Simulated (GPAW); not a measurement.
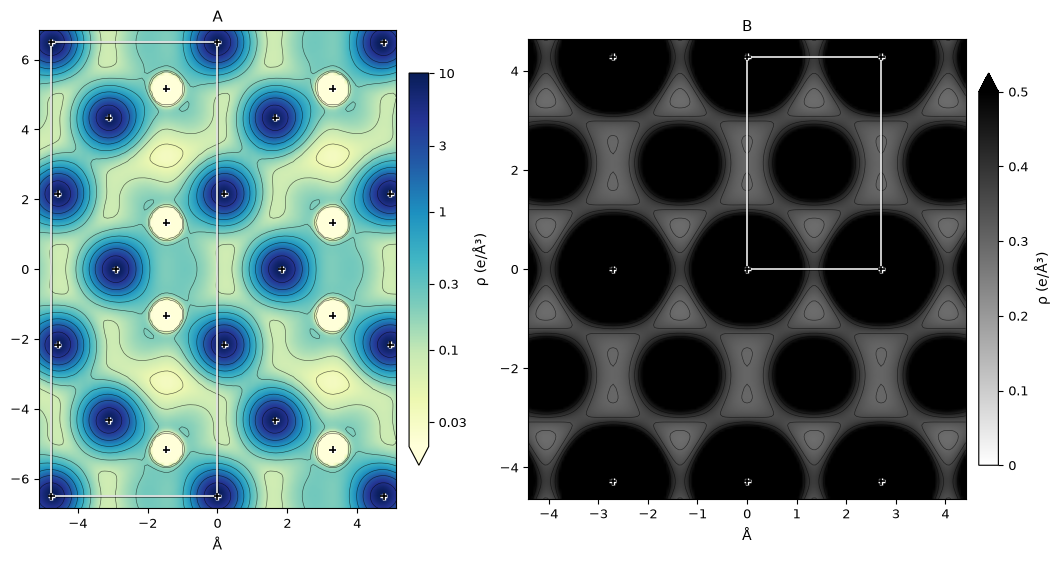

The valence pseudo-density of 2 systems, each on a plane through atoms (crosses mark nuclei in the plane).

Method: GPAW, Kohn-Sham DFT of a periodic cell, RPBE, GPAW PAW data sets (gpaw-data 1.2.1).

System 1: Al₂O₃, the (100) plane of the conventional cell. Space group R-3c; computed pressure about 15 GPa in this cell.

System 2: Ru, the (010) plane of the conventional cell. Space group P6₃/mmc; computed pressure about 9 GPa in this cell.

```
CELL_PARAMETERS angstrom
2.70580 0.00000 0.00000
-1.35290 2.34329 0.00000
0.00000 0.00000 4.28190
ATOMIC_POSITIONS crystal
Ru 0.66667 0.33333 0.75000
Ru 0.33333 0.66667 0.25000
```

### Match each panel to its system.

Panel A is system 1, Al₂O₃: the plane holds O and Al. Al–O (1.85 Å): ρ at the midpoint is about 0.67 e/Å³. Panel B is system 2, Ru: the plane holds Ru. Ru–Ru (2.71 Å): ρ at the midpoint is about 0.38 e/Å³.
